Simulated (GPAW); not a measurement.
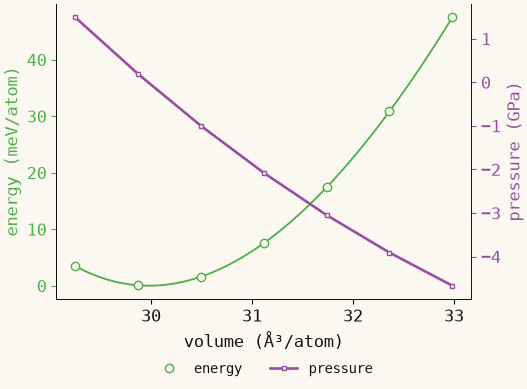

How it was computed, with GPAW 26.7.0: PAW DFT in plane waves, on a grid or in atomic orbitals, no spin polarisation; energies at scaled volumes of the given cell, shape and fractions fixed, counted from the fit's minimum, third-order Birch-Murnaghan fit. Level: PBEsol.

k mesh 9×9×9; occupations Fermi–Dirac; smearing width 0.05 eV; potentials PAW data sets made by gpaw setup for the functional; wave cutoff 600 eV; program settings basis pw.

The given structure:
```
Bi
1.0
    -1.98143    1.98143    1.98143
     1.98143   -1.98143    1.98143
     1.98143    1.98143   -1.98143
Bi
1
Direct
  0.00000 0.00000 0.00000
```

Energy and pressure against volume for Bi, space group Im-3m (No. 229).

A third-order Birch–Murnaghan fit gives V0 = 29.98 Å³/atom, B0 = 59.7 GPa and B′ = 4.2. The energy is 3.44 meV/atom at volume 29.25 Å³/atom and 47.47 meV/atom at 32.98 Å³/atom; the lowest computed point is at volume 29.87 Å³/atom (0.10 meV/atom). The pressure falls from 1.49 GPa at volume 29.25 Å³/atom to −4.67 GPa at 32.98 Å³/atom, and changes sign near 29.97 Å³/atom.

Note: spin-orbit coupling left out, heavy elements.

Input file:
```
from ase import Atoms
from ase.eos import EquationOfState
from ase.io import Trajectory
from ase.units import GPa
from gpaw import GPAW, PW, setup_paths

setup_paths.insert(0, '.')

atoms = Atoms(['Bi'],
              cell=[[-1.9814305318, 1.9814305318, 1.9814305318],
                    [1.9814305318, -1.9814305318, 1.9814305318],
                    [1.9814305318, 1.9814305318, -1.9814305318]],
              scaled_positions=[[0.0, 0.0, 0.0]],
              pbc=True)

traj = Trajectory('eos.traj', 'w')
volumes, energies = [], []
for x in [0.94, 0.96, 0.98, 1.0, 1.02, 1.04, 1.06]:
    a = atoms.copy()
    a.set_cell(atoms.cell * x**(1 / 3), scale_atoms=True)
    calc = GPAW(mode=PW(600),
                xc='PBEsol',
                kpts={'size': (9, 9, 9), 'gamma': True},
                occupations={'name': 'fermi-dirac', 'width': 0.05},
                nbands=15,
                convergence={'density': 1e-05, 'energy': 1e-05},
                maxiter=150,
                txt=f'eos-{x:.2f}.txt')
    a.calc = calc
    energies.append(a.get_potential_energy(force_consistent=True))
    volumes.append(a.get_volume())
    p = -a.get_stress()[:3].mean() / GPa
    calc.write(f'eos-{x:.2f}.gpw')
    traj.write(a)
    print(f'{x:.2f} {volumes[-1]:10.4f} A^3 {energies[-1]:14.6f} eV {p:9.3f} GPa', flush=True)

v0, e0, B = EquationOfState(volumes, energies, eos='birchmurnaghan').fit()
print(f'V0 = {v0:.4f} A^3, E0 = {e0:.6f} eV, B0 = {B / GPa:.2f} GPa')
```

Run as:
```bash
gpaw-setup -f PBEsol Bi
OMP_NUM_THREADS=1 python run.py
```
